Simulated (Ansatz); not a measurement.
RuS₂

```
CELL_PARAMETERS angstrom
5.63190 0.00000 0.00000
0.00000 5.63190 0.00000
0.00000 0.00000 5.63190
ATOMIC_POSITIONS crystal
Ru 0.00000 0.50000 0.50000
Ru 0.50000 0.50000 0.00000
Ru 0.50000 0.00000 0.50000
Ru 0.00000 0.00000 0.00000
S 0.38791 0.11209 0.88791
S 0.11209 0.88791 0.38791
S 0.88791 0.38791 0.11209
S 0.61209 0.61209 0.61209
S 0.38791 0.38791 0.38791
S 0.11209 0.61209 0.88791
S 0.88791 0.11209 0.61209
S 0.61209 0.88791 0.11209
```

Space group Pa-3; a structure from a database of computed crystals, not necessarily the ambient phase; started from the database_205 prototype, which need not be the ambient phase; computed without spin polarisation.

Theory: DFT r2SCAN, scalar-relativistic, plane waves, PAW (Ansatz).

In a PAW calculation such maps are meaningful between the atoms, not at the nuclei.

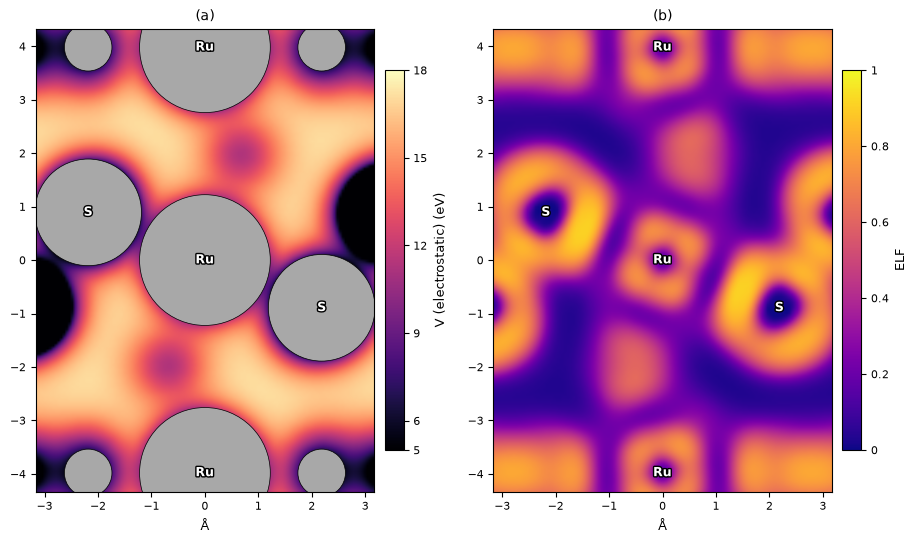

Figure 1. (a) electrostatic potential (local pseudopotential plus Hartree) felt by an electron; (b) ELF on the (011) plane of the conventional cell. Grey discs cover the atomic cores in the potential map.

**Describe what can be read from this map.**

The section cuts through Ru and S sites.
Atoms just off the plane (S, 0.9 Å away) can leave unmarked features too.
Ru–S (2.36 Å): the ELF peaks at about 0.90 in the valence shell of S, 0.8 Å from its nucleus, and is about 0.40 at the midpoint.
The features right at Ru lie inside the PAW spheres, where the map follows smoothed inner orbitals and isn't to be read closely.
Outside the cores the potential energy rises away from the atoms and is highest about 1.9 Å from the nearest atoms; its zero is arbitrary.

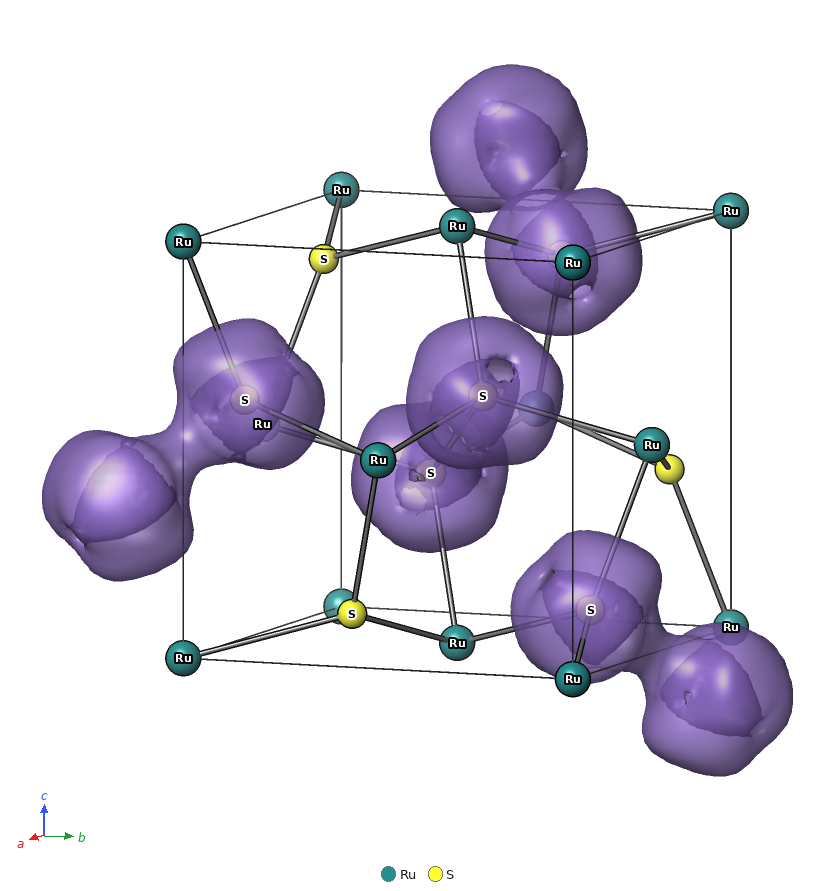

Figure 2. Isosurface of the ELF at 0.7 (purple), seen slightly off an axis. Only the valence region is drawn (cores and ρ < 0.01 e/Å³ removed). Sticks mark near contacts.

**Where are the electrons localised?**

At this value the surface marks out four regions between bonded S–S atoms (shared pairs), counted in one cell of 12 atoms. Regions shared between cells count once.


S–S (2.19 Å): the ELF peaks at about 0.85 between the atoms: a covalent bond.

**Does the calculation make it a metal, or give it a gap?**

It is gapped, with a Kohn–Sham gap of 0.90 eV on the k-point mesh, an upper bound to the gap of this method.
